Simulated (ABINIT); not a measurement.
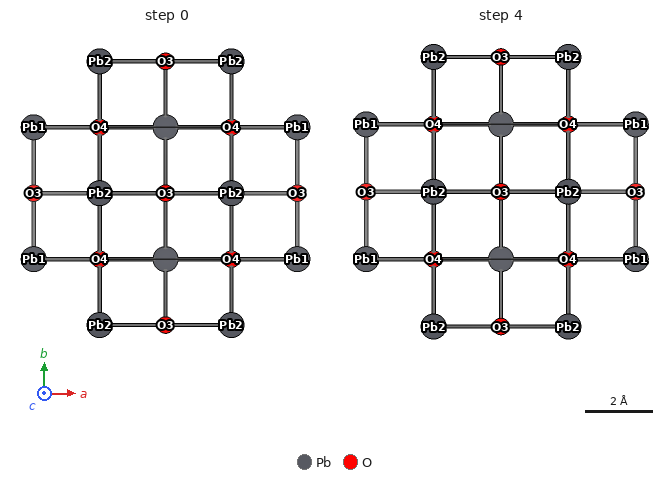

The structure of solid PbO (set up in P4/nmm) before (left) and after (right) a relaxation, at one scale.

The picture is a ball-and-stick view of the cell of the calculation, seen along the c axis.

The run lets cell and atoms move.

Computed with ABINIT 10.8.3, Kohn-Sham DFT of a periodic cell, PBE, spin-orbit coupling, JTH PAW PBE v2.0.

The input:
```
# Pseudopotentials
pp_dirpath "./"
pseudos "Pb.GGA_PBE-JTH.xml, O.GGA_PBE-JTH.xml"

# Structure
acell 3*1.0
rprim
     7.5400072373     0.0000000000     0.0000000000
     0.0000000000     7.5400072373     0.0000000000
     0.0000000000     0.0000000000     9.4675278844
ntypat 2
znucl 82 8
natom 4
typat 1 1 2 2
chkprim 0
chksymtnons 0
tolsym 1.0e-6
xred
            1/2            0.0   0.7600000000
            0.0            1/2   0.2400000000
            1/2            1/2            0.0
            0.0            0.0            0.0

# Plane-wave basis
ecut 23.0
pawecutdg 45.0
pawxcdev 0
ecutsm 0.5

# k points
kptopt 4
ngkpt 5 5 4
nshiftk 1
shiftk 0.0 0.0 0.0

# Exchange and correlation
ixc 11

# Bands and occupations
nband 48
occopt 3
tsmear 0.00183747

# Spin
nspinor 2
nspden 1
pawspnorb 1

# SCF cycle
nstep 80
tolvrs 1.0e-10

# Output
iomode 3
prteig 0
prtebands 0
prtwf 0
prtden 0

# Relaxation
ionmov 2
optcell 2
ntime 50
tolmxf 2.0e-5
dilatmx 1.08
```

Run as
```bash
abinit run.abi > log 2>&1
```

Question: What changed between the two?

Answer: The run was cut off at its time limit before the relaxation converged, so the last structure is only a point on the way. After 4 geometry steps the energy has fallen by 39.4 meV per cell of the calculation. The largest force component goes from 0.043 to 0.26 eV/Å. Pressure: 2.89 GPa at the start and −0.57 GPa at the end. The largest moves relative to the cell, 0.028 Å, are those of Pb1 and Pb2. Pb1 goes along +c. O stays in place. The volume changes by +6.3 %, with a = b 3.990 → 4.078 Å (+2.2 %), c 5.010 → 5.096 Å (+1.7 %). Some distances before and after: Pb1–O3 2.329 → 2.364 Å. The space group stays P4/nmm (No. 129).

Limits of the set-up: layers or molecules are held without a dispersion correction, so their spacing is unreliable.
